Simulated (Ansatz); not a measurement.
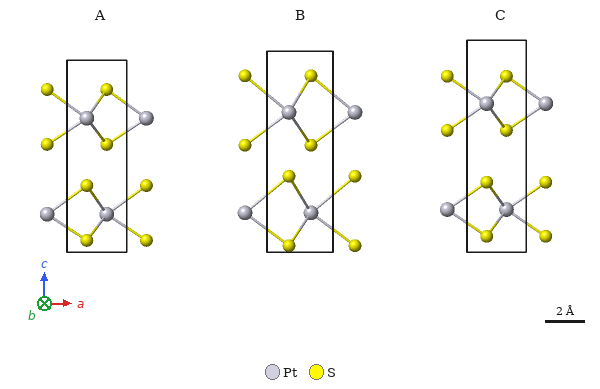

3 geometries from one relaxation of solid PtS₂ (a generated structure, set up in P6_3mc) (coarse preliminary run), in shuffled order. The picture is a ball-and-stick view of the cell of the calculation, seen along the b axis.

All numbers below come from DFT PBE, scalar-relativistic, plane waves, PAW (Ansatz 0.2.0). Set-up: plane-wave cutoff 420 eV; k-point mesh 6 × 6 × 2; occupations gaussian; smearing width 0.1 eV; no spin polarisation; cell and atoms relaxed; force threshold 0.04 eV/Å; at most 70 steps.

Q: Put them in the order of the run, from the start to the converged end.

A: B, A, C. They are steps 0, 2, 7, at +776 meV per atom, +59.0 meV per atom relative to the last. The largest moves relative to the cell, 0.52 Å, are those of S atoms. Largest moves by element: S 0.52 Å, Pt 0.06 Å. The drawn cell changes as follows: a = b 3.911 → 3.503 Å (−10.4 %), c 10.308 → 10.873 Å (+5.5 %); the volume changes by −15.4 %. Among the contacts that change: S–S 3.562 → 2.779 Å, S–S 2.763 → 3.339 Å, Pt–S 2.938 → 2.462 Å, Pt–S 2.816 → 2.446 Å. Among the angles between lasting bonds that change: S–Pt–S 76.5° → 69.0°, S–Pt–S 83.5° → 90.7°, Pt–S–Pt 83.5° → 90.7°. The space group stays P6_3mc (No. 186). The energy falls by 776 meV per atom in 6 accepted moves (7 points after the start). The largest force component goes from 2 to 0.038 eV/Å. The pressure goes from −15.74 to 0.19 GPa. At 1 point the geometry stayed and the basis and grid were re-selected for the new cell (energy shift of 0.3 meV per atom at most each time). Cost: 44 s on 1 thread of Arm Neoverse V2 (shared host), peak memory 0.36 GiB.

Limits of the set-up: layers or molecules are held without a dispersion correction, so their spacing is unreliable.
